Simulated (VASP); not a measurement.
System: BN.

```xyz
8
Lattice="2.5562 0.0000 2.5755 0.0000 3.6150 0.0000 -2.5562 0.0000 2.5755" Properties=species:S:1:pos:R:3 pbc="T T T"
B     0.0000    0.0000    0.0000
B     0.0000    0.0000    2.5755
B    -1.2781    1.8075    1.2877
B     1.2781    1.8075    1.2877
N     0.0000    0.9038    1.2877
N     0.0000    0.9038    3.8632
N    -1.2781    2.7113    2.5755
N     1.2781    2.7113    2.5755
```

Space group Imm2; a generated structure, not necessarily the stable one.

Theory: Kohn-Sham DFT of a periodic cell, PBE, VASP PAW PBE potentials, recommended in VASP.

**Predict the valence pseudo-density between the atoms.**

B–N (1.57 Å): the density is about 1.4 e/Å³ at the midpoint.

**Does the calculation give a band gap?**

It is gapped, with a Kohn–Sham gap of 4.4 eV on the k-point mesh, an upper bound to the gap of this method.

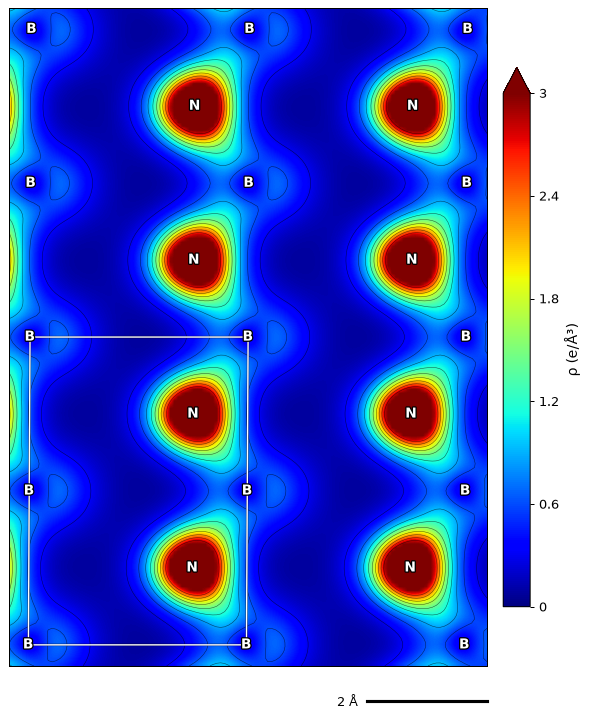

Computed valence pseudo-density on the (110) plane of the standardised cell. 

Core electrons are frozen (PAW), and the valence fields are smoothed inside the atomic spheres.
